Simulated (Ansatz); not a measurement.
# SrCl$_{2}$: what the fields show

```
Sr Cl
1.0
     6.79211    0.00000    0.00000
     0.00000    0.00000   -6.96807
     0.00000    7.35518    0.00000
Sr Cl
4 8
Direct
  0.50000 0.50000 0.00000
  0.00000 0.50000 0.50000
  0.00000 0.00000 0.00000
  0.50000 0.00000 0.50000
  0.25000 0.75000 0.25000
  0.75000 0.75000 0.75000
  0.75000 0.25000 0.25000
  0.25000 0.25000 0.75000
  0.75000 0.75000 0.25000
  0.25000 0.75000 0.75000
  0.25000 0.25000 0.25000
  0.75000 0.25000 0.75000
```

Space group Fmmm; changed on purpose from its base cell (strain +e along x and -e along y -0.0400, strain +e along z and -e/2 along x and y -0.0100).

The calculation used Ansatz 0.2.0, DFT PBE, scalar-relativistic, plane waves, PAW.

Core electrons are frozen (PAW), and the valence fields are smoothed inside the atomic spheres.

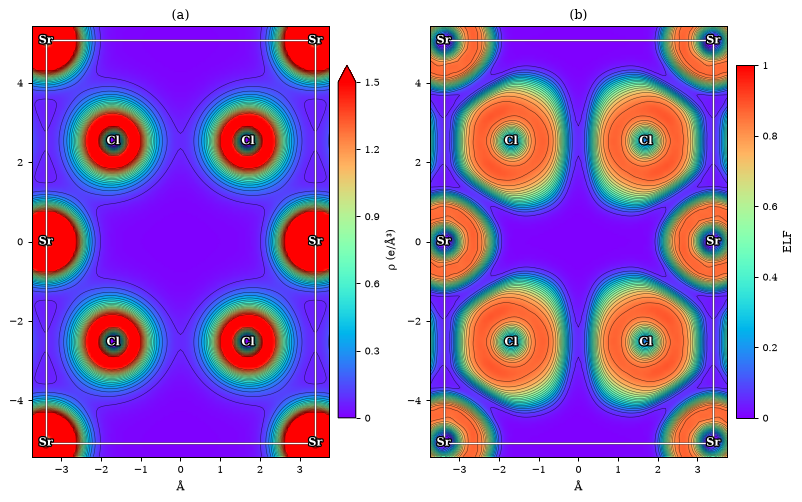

Figure 1. (a) valence charge density (pseudo); (b) electron localisation function on the (011) plane of the conventional cell.

Q: Read the bonding off the picture.

A: Atoms in the plane: Sr and Cl.
Sr–Cl (3.05 Å): ρ is about 0.13 e/Å³ halfway; the ELF peaks at about 0.90 in the valence shell of Cl, 0.8 Å from its nucleus, and drops to about 0.05 between the two atoms: a largely ionic contact.
Between the atoms the lowest density in this plane is 0.002 e/Å³.
The features right at Sr lie inside the PAW spheres, where the map follows smoothed inner orbitals and isn't to be read closely.

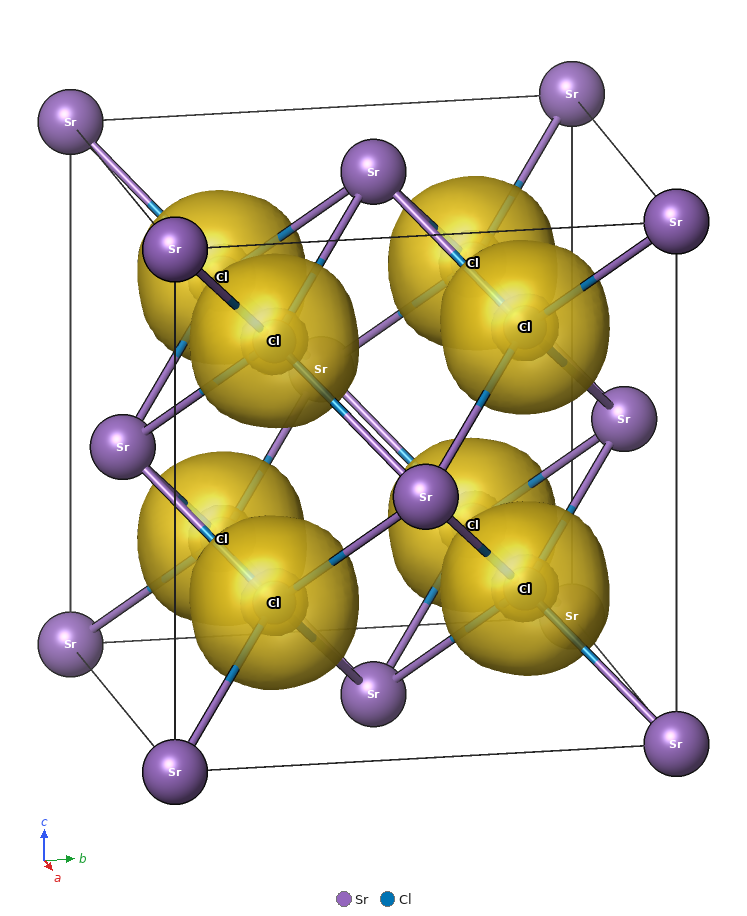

Figure 2. Isosurface of the electron localisation function at 0.75 (yellow), seen slightly off an axis. Core shells and regions of very low density are left out. Sticks mark near contacts.

Q: Identify the bonds, lone pairs and shells in this picture.

A: The ELF exceeds this value in eight regions wrapped around Cl (the valence shell of each), counted in one cell of 12 atoms. Regions shared between cells count once.

Q: Does the calculation make it a metal, or give it a gap?

A: It is gapped, with a Kohn–Sham gap of 4.9 eV on the k-point mesh (the band edges may lie off the mesh, which would make the gap smaller).
